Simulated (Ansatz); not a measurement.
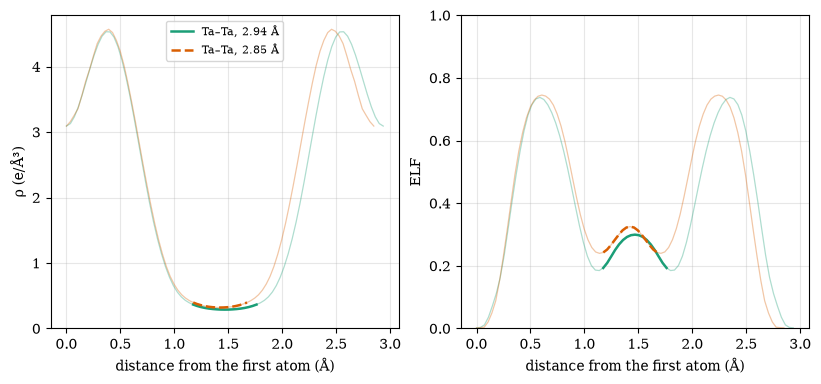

Figure. Ta. Valence pseudo-density and electron localisation function along straight lines between neighbouring atoms. Thin, pale parts lie inside the atomic spheres.

Space group Fddd; set up as Ta, beta-Sn type; a generated structure, not necessarily the stable one; changed on purpose from its base cell (volume × 0.96); computed pressure about 8 GPa in this cell.

Computed with DFT, PBE, plane waves (420 eV) with PAW, scalar-relativistic (Ansatz 0.2.0).

Core electrons are frozen (PAW), and the valence fields are smoothed inside the atomic spheres.

Q: What can be read from the curves?

A: Ta–Ta (2.94 Å): the density is about 0.29 e/Å³ at the midpoint; the ELF is about 0.30 at the midpoint; no localised pair shows between them.
Ta–Ta (2.85 Å): ρ at the midpoint is about 0.32 e/Å³; the ELF is about 0.35 at the midpoint.
